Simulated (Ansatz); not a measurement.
Ir: geometry relaxation (part 2 of 2)

The same run, continued: Ir (Fm-3m, 8 atoms in the cell); DFT PBE, scalar-relativistic, plane waves, PAW, no spin polarisation (Ansatz 0.2.0); cutoff 420 eV, 8×8×8 k-mesh, Gaussian smearing of 0.1 eV. The structure derives from a Materials Project entry. It belongs to a series of runs on one base structure; here: 8 of 8 Co sites taken by Ir, cell and atoms relaxed.

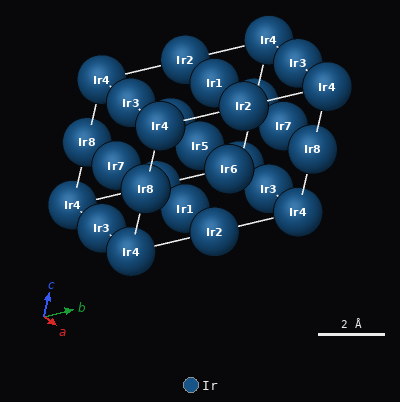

The geometry at step 3 of the log (spheres-only view of the cell of the calculation, seen slightly off an axis; atoms are numbered from 1 in the order of the input).

## Output, continued
```
--- Band table (eV; the first three rows and the last of 29) ---
  k-point 0: bands = ["-67.7699", "-67.7113", "-67.7113", "-67.7113", "-67.7113", "-67.6920", "-67.6920", "-67.6920", "-25.0002", "-25.0002", "-25.0002", "-25.0002", "-24.9602", "-24.9602", "-24.9602", "-24.5471", "-24.5471", "-24.5471", "-24.5471", "-24.5471", "-24.5471", "-24.3809", "-24.3809", "-24.3809", "-24.3809", "-24.3809", "-24.3809", "-24.3809", "-24.3809", "-24.2785", "-24.2785", "-24.2785", "14.1608", "17.1764", "17.1764", "17.1764", "17.1764", "17.3852", "17.3852", "17.3852", "17.9454", "17.9454", "17.9454", "21.1826", "21.1826", "21.1826", "21.1826", "21.1826", "21.1826", "21.1826", "21.1826", "21.2821", "21.2821", "21.2821", "23.8725", "23.8725", "24.3079", "24.3079", "24.3079", "24.3079", "25.8602", "25.8602", "25.8602", "25.8926", "25.8926", "25.8926", "25.8926", "25.8926", "25.8926", "25.8926", "25.8926", "26.4502", "26.4502", "26.4502", "26.4502", "26.4502", "26.4502", "26.6961", "26.6961", "26.6961", "32.0546", "32.0546"]
  k-point 1: bands = ["-67.7677", "-67.7136", "-67.7106", "-67.7106", "-67.7106", "-67.6928", "-67.6928", "-67.6928", "-24.9886", "-24.9886", "-24.9886", "-24.9737", "-24.9468", "-24.9468", "-24.9468", "-24.5565", "-24.5565", "-24.5565", "-24.5409", "-24.5409", "-24.5409", "-24.3981", "-24.3981", "-24.3981", "-24.3873", "-24.3873", "-24.3873", "-24.3770", "-24.3770", "-24.3071", "-24.2824", "-24.2824", "14.3310", "17.1792", "17.3178", "17.3178", "17.3178", "17.4954", "17.4954", "17.4954", "18.0478", "18.0478", "18.0478", "21.0499", "21.0499", "21.0499", "21.1922", "21.2325", "21.2325", "21.3130", "21.3130", "21.3130", "21.3547", "21.3547", "23.5934", "23.5934", "23.5934", "23.6825", "23.8257", "23.8257", "25.1500", "25.1500", "25.1500", "25.6553", "25.6553", "25.6553", "25.7063", "25.7063", "25.9040", "25.9040", "25.9040", "26.3380", "26.3380", "26.3380", "26.5656", "26.5656", "26.5656", "27.7377", "27.7377", "27.7377", "32.0796", "32.0796"]
  k-point 2: bands = ["-67.7614", "-67.7199", "-67.7085", "-67.7085", "-67.7085", "-67.6949", "-67.6949", "-67.6949", "-24.9566", "-24.9566", "-24.9566", "-24.9127", "-24.9127", "-24.9127", "-24.8979", "-24.5790", "-24.5790", "-24.5790", "-24.5230", "-24.5230", "-24.5230", "-24.4458", "-24.4458", "-24.4458", "-24.4055", "-24.4055", "-24.4055", "-24.3878", "-24.3660", "-24.3660", "-24.2936", "-24.2936", "14.8192", "17.1399", "17.7038", "17.7038", "17.7038", "17.7865", "17.7865", "17.7865", "18.3683", "18.3683", "18.3683", "20.7089", "20.7089", "20.7089", "20.9716", "21.3706", "21.3706", "21.5363", "21.5363", "21.6976", "21.6976", "21.6976", "22.4181", "22.4753", "22.4753", "22.4753", "23.6689", "23.6689", "23.6689", "23.7350", "23.7350", "24.9829", "24.9829", "24.9829", "25.2186", "25.2186", "25.9368", "25.9368", "25.9368", "26.2099", "26.2099", "26.2099", "27.5605", "27.5605", "27.5605", "28.5041", "28.5041", "28.5041", "32.1916", "32.1916"]
  k-point 28: bands = ["-67.7252", "-67.7252", "-67.7252", "-67.7252", "-67.6976", "-67.6976", "-67.6976", "-67.6976", "-24.7999", "-24.7999", "-24.7999", "-24.7999", "-24.7091", "-24.7091", "-24.7091", "-24.7091", "-24.7068", "-24.7068", "-24.7068", "-24.7068", "-24.4724", "-24.4724", "-24.4724", "-24.4724", "-24.4647", "-24.4647", "-24.4647", "-24.4647", "-24.3760", "-24.3760", "-24.3760", "-24.3760", "17.7017", "17.7017", "17.7017", "17.7017", "19.4572", "19.4572", "19.4572", "19.4572", "19.6864", "19.6864", "19.6864", "19.6864", "19.8285", "19.8285", "19.8285", "19.8285", "20.3576", "20.3576", "20.3576", "20.3576", "21.1958", "21.1958", "21.1958", "21.1958", "23.2253", "23.2253", "23.2253", "23.2253", "23.2836", "23.2836", "23.2836", "23.2836", "23.3893", "23.3893", "23.3893", "23.3893", "25.2410", "25.2410", "25.2410", "25.2410", "25.7843", "25.7843", "25.7843", "25.7843", "29.8379", "29.8379", "29.8379", "29.8379", "35.2569", "35.2569"]
--- Relaxed structure (3 steps of the walk, 2 accepted, 1 SCFs on fresh bases) ---
  F+E_penalty+E_count = -95482.42888759 eV   max|allowed force component| = 7.074e-29 eV/Å   (the final SCF, on the basis selected at the relaxed cell)
  cell:  # Å, volume = 116.0659 Å³
    - [2.5094707262010777e-33, 3.8716095684958582, -3.8716095684958582]
    - [-3.8716095684958582, -2.292917414803015e-33, -3.8716095684958582]
    - [-3.8716095684958582, 3.8716095684958582, 8.789516756744892e-34]
  atoms:
    - { symbol: Ir, position: [0.5, 0.5, 0.0] }
    - { symbol: Ir, position: [0.0, 0.5, 0.0] }
    - { symbol: Ir, position: [0.5, 0.0, 0.0] }
    - { symbol: Ir, position: [2.2538631107110994e-48, -6.555353491937507e-49, -8.544056236682611e-49] }
    - { symbol: Ir, position: [0.5, 0.5, 0.5] }
    - { symbol: Ir, position: [0.0, 0.5, 0.5] }
    - { symbol: Ir, position: [0.5, 0.0, 0.5] }
    - { symbol: Ir, position: [-5.675621857810268e-35, -5.675621857810268e-35, 0.5] }
```

## Trajectory as extended XYZ (Å, eV, eV/Å), 4 frames, from step=1 to step=4
```
8
Lattice="0.0000 3.8706 -3.8706 -3.8706 0.0000 -3.8706 -3.8706 3.8706 0.0000" Properties=species:S:1:pos:R:3:forces:R:3 step=1 energy=-95482.42884 pressure_GPa=0.26
Ir   -1.9353    1.9353   -3.8706    0.0000   0.0000   0.0000
Ir   -1.9353    0.0000   -1.9353    0.0000   0.0000   0.0000
Ir    0.0000    1.9353   -1.9353    0.0000   0.0000   0.0000
Ir    0.0000    0.0000    0.0000    0.0000   0.0000   0.0000
Ir   -3.8706    3.8706   -3.8706    0.0000   0.0000   0.0000
Ir   -3.8706    1.9353   -1.9353    0.0000   0.0000   0.0000
Ir   -1.9353    3.8706   -1.9353    0.0000   0.0000   0.0000
Ir   -1.9353    1.9353    0.0000    0.0000   0.0000   0.0000
8
Lattice="0.0000 3.8737 -3.8737 -3.8737 0.0000 -3.8737 -3.8737 3.8737 0.0000" Properties=species:S:1:pos:R:3:forces:R:3 step=2 energy=-95482.42845 pressure_GPa=-0.55 accepted=F
Ir   -1.9368    1.9368   -3.8737    0.0000   0.0000   0.0000
Ir   -1.9368    0.0000   -1.9368    0.0000   0.0000   0.0000
Ir    0.0000    1.9368   -1.9368    0.0000   0.0000   0.0000
Ir    0.0000    0.0000    0.0000    0.0000   0.0000   0.0000
Ir   -3.8737    3.8737   -3.8737    0.0000   0.0000   0.0000
Ir   -3.8737    1.9368   -1.9368    0.0000   0.0000   0.0000
Ir   -1.9368    3.8737   -1.9368    0.0000   0.0000   0.0000
Ir   -1.9368    1.9368    0.0000    0.0000   0.0000   0.0000
8
Lattice="0.0000 3.8716 -3.8716 -3.8716 0.0000 -3.8716 -3.8716 3.8716 0.0000" Properties=species:S:1:pos:R:3:forces:R:3 step=3 energy=-95482.42886 pressure_GPa=-0.00
Ir   -1.9358    1.9358   -3.8716    0.0000   0.0000   0.0000
Ir   -1.9358    0.0000   -1.9358    0.0000   0.0000   0.0000
Ir    0.0000    1.9358   -1.9358    0.0000   0.0000   0.0000
Ir    0.0000    0.0000    0.0000    0.0000   0.0000   0.0000
Ir   -3.8716    3.8716   -3.8716    0.0000   0.0000   0.0000
Ir   -3.8716    1.9358   -1.9358    0.0000   0.0000   0.0000
Ir   -1.9358    3.8716   -1.9358    0.0000   0.0000   0.0000
Ir   -1.9358    1.9358    0.0000    0.0000   0.0000   0.0000
8
Lattice="0.0000 3.8716 -3.8716 -3.8716 0.0000 -3.8716 -3.8716 3.8716 0.0000" Properties=species:S:1:pos:R:3:forces:R:3 step=4 energy=-95482.42889 pressure_GPa=-0.00
Ir   -1.9358    1.9358   -3.8716    0.0000   0.0000   0.0000
Ir   -1.9358    0.0000   -1.9358    0.0000   0.0000   0.0000
Ir    0.0000    1.9358   -1.9358    0.0000   0.0000   0.0000
Ir    0.0000    0.0000    0.0000    0.0000   0.0000   0.0000
Ir   -3.8716    3.8716   -3.8716    0.0000   0.0000   0.0000
Ir   -3.8716    1.9358   -1.9358    0.0000   0.0000   0.0000
Ir   -1.9358    3.8716   -1.9358    0.0000   0.0000   0.0000
Ir   -1.9358    1.9358    0.0000    0.0000   0.0000   0.0000
```

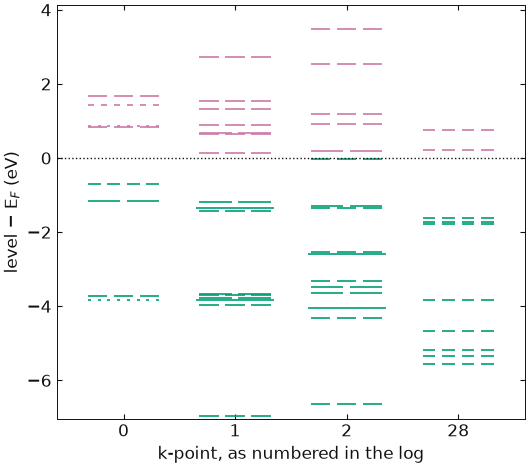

Kohn–Sham levels near the Fermi level (dotted) at the few k-points that the log prints; levels within 0.02 eV of each other stand side by side. The system is metallic on the full mesh.

This output came from the following input.

## Input
```yaml
crystal:
  lattice:
    - [0.0, 3.8706450149, -3.8706450149]
    - [-3.8706450149, 0.0, -3.8706450149]
    - [-3.8706450149, 3.8706450149, 0.0]
  atoms:
    - { symbol: Ir, position: [0.5, 0.5, 0.0] }
    - { symbol: Ir, position: [0.0, 0.5, 0.0] }
    - { symbol: Ir, position: [0.5, 0.0, 0.0] }
    - { symbol: Ir, position: [0.0, 0.0, 0.0] }
    - { symbol: Ir, position: [0.5, 0.5, 0.5] }
    - { symbol: Ir, position: [0.0, 0.5, 0.5] }
    - { symbol: Ir, position: [0.5, 0.0, 0.5] }
    - { symbol: Ir, position: [0.0, 0.0, 0.5] }
basis:
  ecutwfc: 420
kpoints:
  mp_grid: { grid: [8, 8, 8] }
hamiltonian:
  xc: pbe
scf:
  occupations: { method: gaussian, width: 0.1 }
output:
  forces: true
  stress: true
  eigenvalues: true
relax:
  adjacent_minimum: "off"
  f_tol: 0.015
  max_steps: 60
  cell: { stress_tol: 0.15 }
```

Run as:
```bash
ansatz run input.yaml --threads 1 --pin off --max-ram 2560MiB --backend cpu --events-out ev --progress --plain --runs-dir out
```

## Results in brief

```json
{"quantity": "outcome", "value": "converged"}
{"quantity": "space group (tolerance 0.01 Å)", "value": "Fm-3m (225)"}
{"quantity": "electrons treated", "value": "136"}
{"quantity": "free energy", "value": "−95482.4289 eV"}
{"quantity": "Fermi energy", "value": "25.019 eV"}
{"quantity": "gap on the k-point mesh", "value": "none (metallic)"}
{"quantity": "pressure", "value": "0.00 GPa"}
{"quantity": "final volume", "value": "116.07 Å³"}
{"quantity": "largest force (length of the vector) at the end", "value": "under 0.001 eV/Å"}
{"quantity": "final cell", "value": "a = 5.475 Å, b = 5.475 Å, c = 5.475 Å, α = 60.00°, β = 60.00°, γ = 60.00°"}
{"quantity": "hardware", "value": "1 thread of Arm Neoverse V2, 240 GiB of memory available, shared host"}
{"quantity": "wall time", "value": "66 s"}
{"quantity": "peak memory", "value": "0.57 GiB"}
```

Spin–orbit coupling is left out, which matters for Ir.
